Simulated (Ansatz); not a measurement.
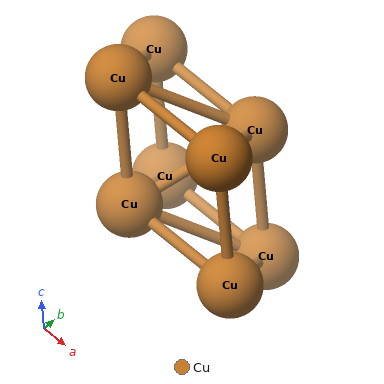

System: Cu, space group I4/mmm (No. 139). The picture shows the cell.

Structure:
```
CELL_PARAMETERS angstrom
-1.43141 1.43141 1.35925
1.43141 -1.43141 1.35925
1.43141 1.43141 -1.35925
ATOMIC_POSITIONS crystal
Cu 0.00000 0.00000 0.00000
```

Calculation (Ansatz 0.2.0): harmonic phonon frequencies at the irreducible points of a q mesh with atoms at rest in the given cell, q in fractions of the reciprocal cell vectors, no long-range term at q = 0, imaginary frequencies are negative, the first points where there are many; plane waves with PAW datasets. Level: PBEsol, no spin polarisation.

- wave cutoff: 420 eV
- k mesh: 24×24×24
- occupations: Fermi–Dirac
- smearing width: 0.15 eV
- volume relative to the relaxed cell: 0.98
- phonon method: linear response
- q mesh: 2×2×2

Predict the phonon frequencies at several wave vectors (in fractions of the reciprocal vectors of the given cell).

Imaginary modes appear at (0 0 −0.5), the softest at 49.8i cm⁻¹, so the structure is dynamically unstable. The highest mode among the wave vectors computed lies at 275.3 cm⁻¹, at (0 0 −0.5).

```tsv
at	frequency (cm⁻¹)
(0 0 0)	0.0
(0 0 0)	0.0
(0 0 0)	0.0
(0 0 -0.5)	-49.8
(0 0 -0.5)	176.8
(0 0 -0.5)	275.3
(0 -0.5 0)	45.6
(0 -0.5 0)	185.9
(0 -0.5 0)	274.4
(-0.5 -0.5 -0.5)	249.9
(-0.5 -0.5 -0.5)	262.3
(-0.5 -0.5 -0.5)	262.3
```

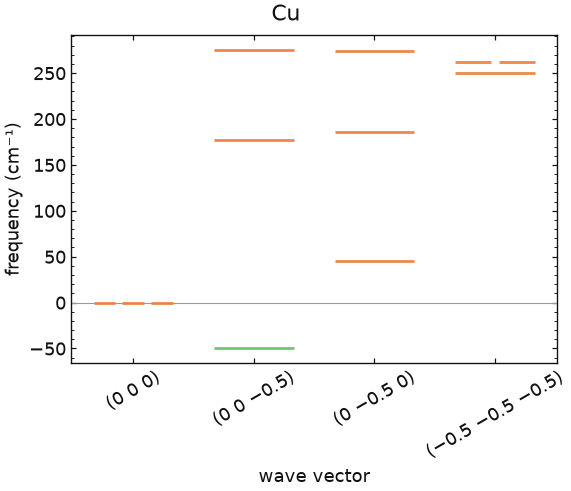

Imaginary frequencies are drawn as negative.

Limits of the calculation: levels loosely converged; metal sensitive to the k mesh; vibrations at or below zero.
